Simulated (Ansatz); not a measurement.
# ZnS (slab): what the fields show

The calculation's input:

```
crystal:
  lattice:
    - [6.2089941899, 0.0, 0.0]
    - [0.0, 6.5498704943, 0.0]
    - [0.0, 0.0, 24.4539237327]
  atoms:
    - { symbol: Zn, position: [0.9945566707, 0.1666666667, 0.3066992472] }
    - { symbol: Zn, position: [0.4945566707, 0.8333333333, 0.3066992472] }
    - { symbol: S, position: [0.6204433293, 0.1666666667, 0.3066992472] }
    - { symbol: S, position: [0.1204433293, 0.8333333333, 0.3066992472] }
    - { symbol: Zn, position: [0.9945566707, 0.6666666667, 0.3840195483] }
    - { symbol: Zn, position: [0.4945566707, 0.3333333333, 0.3840195483] }
    - { symbol: S, position: [0.6204433293, 0.6666666667, 0.3840195483] }
    - { symbol: S, position: [0.1204433293, 0.3333333333, 0.3840195483] }
    - { symbol: Zn, position: [0.9945566707, 0.1666666667, 0.4613398494] }
    - { symbol: Zn, position: [0.4945566707, 0.8333333333, 0.4613398494] }
    - { symbol: S, position: [0.6204433293, 0.1666666667, 0.4613398494] }
    - { symbol: S, position: [0.1204433293, 0.8333333333, 0.4613398494] }
    - { symbol: Zn, position: [0.9945566707, 0.6666666667, 0.5386601506] }
    - { symbol: Zn, position: [0.4945566707, 0.3333333333, 0.5386601506] }
    - { symbol: S, position: [0.6204433293, 0.6666666667, 0.5386601506] }
    - { symbol: S, position: [0.1204433293, 0.3333333333, 0.5386601506] }
    - { symbol: Zn, position: [0.9945566707, 0.1666666667, 0.6159804517] }
    - { symbol: Zn, position: [0.4945566707, 0.8333333333, 0.6159804517] }
    - { symbol: S, position: [0.6204433293, 0.1666666667, 0.6159804517] }
    - { symbol: S, position: [0.1204433293, 0.8333333333, 0.6159804517] }
    - { symbol: Zn, position: [0.9945566707, 0.6666666667, 0.6933007528] }
    - { symbol: Zn, position: [0.4945566707, 0.3333333333, 0.6933007528] }
    - { symbol: S, position: [0.6204433293, 0.6666666667, 0.6933007528] }
    - { symbol: S, position: [0.1204433293, 0.3333333333, 0.6933007528] }
basis:
  ecutwfc: 420
kpoints:
  mp_grid: { grid: [5, 4, 1] }
hamiltonian:
  xc: pbesol
scf:
  occupations: { method: gaussian, width: 0.05 }
output:
  forces: true
  eigenvalues: true
  write_density: true
  write_potential: true
  elf: true
  volumetric_format: npy
relax:
  adjacent_minimum: "off"
  f_tol: 0.02
  max_steps: 60
efield:
  axis: 3
  dipole_correction: true
  ramp_width: 0.04
```

Run with:

```sh
ansatz run input.yaml --threads 2 --pin off --max-ram 5120MiB --backend cpu --events-out ev --progress --plain --runs-dir out
```

The fields are those of the run's last geometry, not of the input's.

Level of theory: DFT PBEsol, scalar-relativistic, plane waves, PAW in Ansatz 0.2.0.

Core electrons are frozen (PAW), and the valence fields are smoothed inside the atomic spheres.

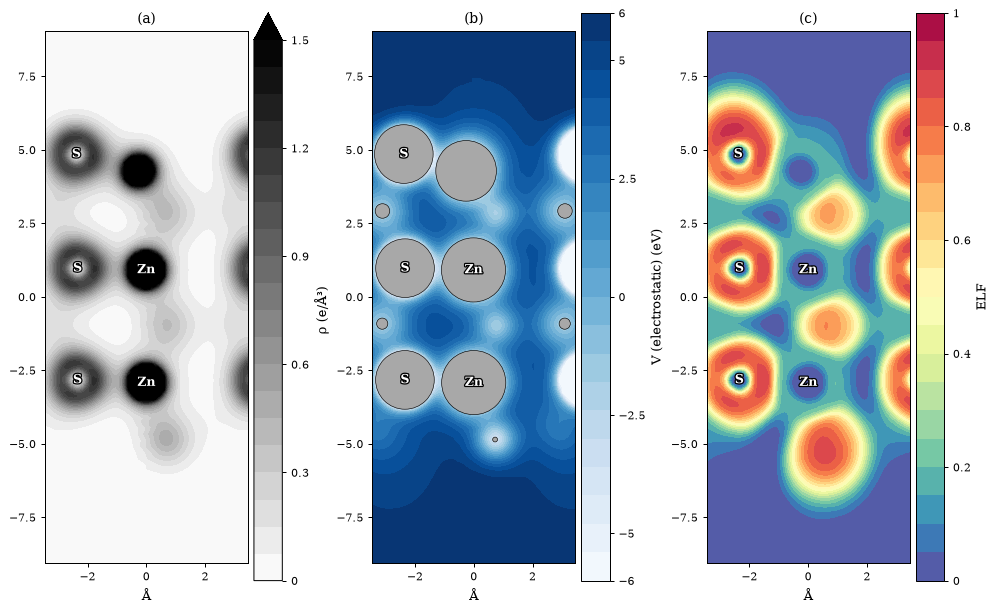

Figure 1. (a) valence electron density; (b) electrostatic potential energy of an electron; (c) ELF on the (010) plane of the calculation cell, a cut from vacuum to vacuum. Grey discs cover the atomic cores in the potential map.

Interpret the plot.

Answer. The section cuts through Zn and S sites.
Atoms just off the plane (Zn, 0.4 Å away) can leave unmarked features too.
Zn–S (2.34 Å): ρ is about 0.5 e/Å³ halfway; the ELF peaks at about 0.90 in the valence shell of S, 0.8 Å from its nucleus, and is about 0.55 at the midpoint.
The density dies away to nearly zero in the vacuum.
The ELF also peaks beside S, away from the bonds: lone-pair regions.
Outside the cores the potential energy rises away from the atoms and is highest in the vacuum; its zero is arbitrary.

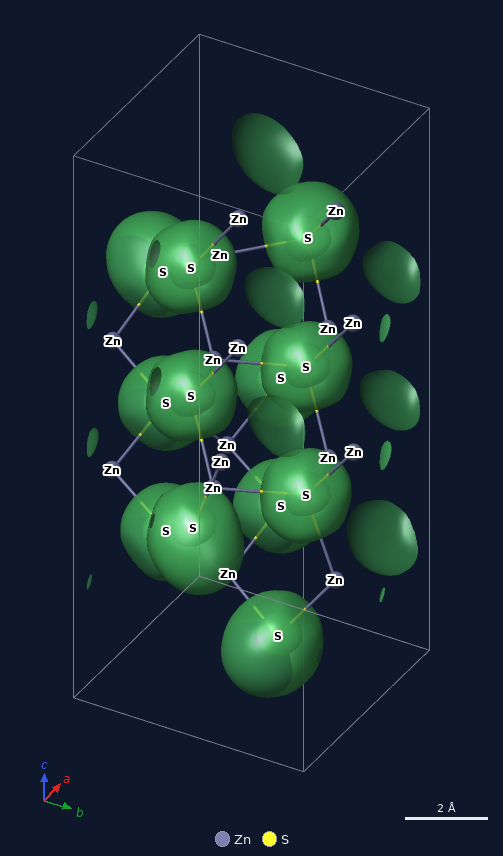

Figure 2. Isosurface of the electron localisation function at 0.7 (green), seen at an oblique angle. Only the valence region is drawn (cores and ρ < 0.01 e/Å³ removed). Sticks mark near contacts.

Where are the electrons localised?

Answer. The ELF exceeds this value in twelve regions wrapped around S (the valence shell of each), counted in one cell of 24 atoms. Counts are for one cell; the picture repeats the cell along the surface.


Zn–S (2.23 Å): the ELF peaks at about 0.85 in the valence shell of S, 0.8 Å from its nucleus, and is about 0.60 at the midpoint. Zn–S (2.28 Å): the ELF peaks at about 0.90 in the valence shell of S, 0.8 Å from its nucleus, and is about 0.55 at the midpoint.

Does the calculation make it a metal, or give it a gap?

Answer. It is gapped, with a Kohn–Sham gap of 2.5 eV on the k-point mesh, an upper bound to the gap of this method.
